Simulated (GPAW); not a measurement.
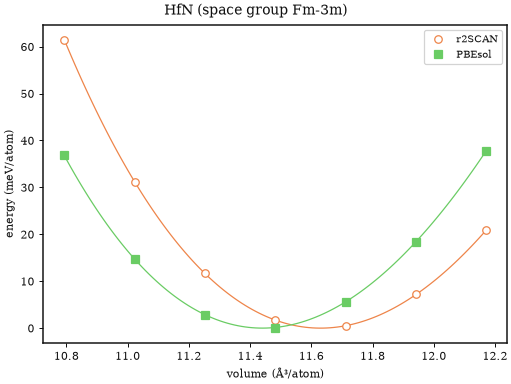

**Figure.** Energy against volume, with one curve for each functional, for HfN (space group Fm-3m).

Settings that differ: r2SCAN: potentials GPAW-PAW-data-sets-(gpaw-data-1.2.1); PBEsol: potentials PAW-data-sets-made-by gpaw-setup-for-the-functional.

The fitted equilibrium volumes, smallest first, are PBEsol 11.44, r2SCAN 11.63 Å³/atom. The fitted bulk moduli, smallest first, are r2SCAN 287.6, PBEsol 290.0 GPa.

Computed with GPAW 26.7.0: PAW DFT in plane waves, on a grid or in atomic orbitals, no spin polarisation; energies at scaled volumes of the given cell, shape and fractions fixed, counted from the fit's minimum, third-order Birch-Murnaghan fit. All runs: no spin polarisation.

- k mesh: 10×10×10
- occupations: Fermi–Dirac
- smearing width: 0.05 eV
- wave cutoff: 800 eV
